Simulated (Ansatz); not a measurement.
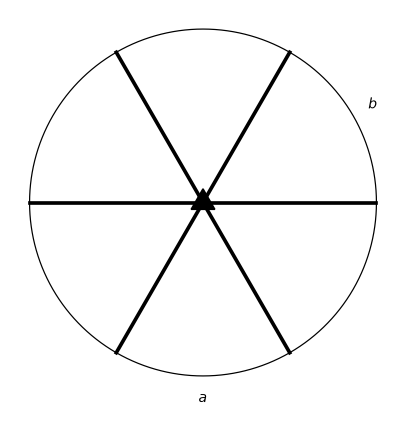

Stereographic projection: heavy lines are mirror planes (a heavy rim: a mirror in the plane of the page); lens, triangle, square and hexagon are 2-, 3-, 4- and 6-fold axes, a lens in an open square is −4, a triangle in an open hexagon −6; thin dashed diameters join the ends of axes that lie in the page; a small open circle marks inversion. The c axis points at the viewer. Computed from the symmetry operations of a computed or model structure of composition MoS2.

### Identify the point group and its elements.

3m (C3v), order 6, trigonal system: one threefold axis, three mirror planes.

### Can such a crystal be piezoelectric, pyroelectric or chiral?

It is not centrosymmetric; polar, so pyroelectricity and piezoelectricity are allowed; it is not chiral.
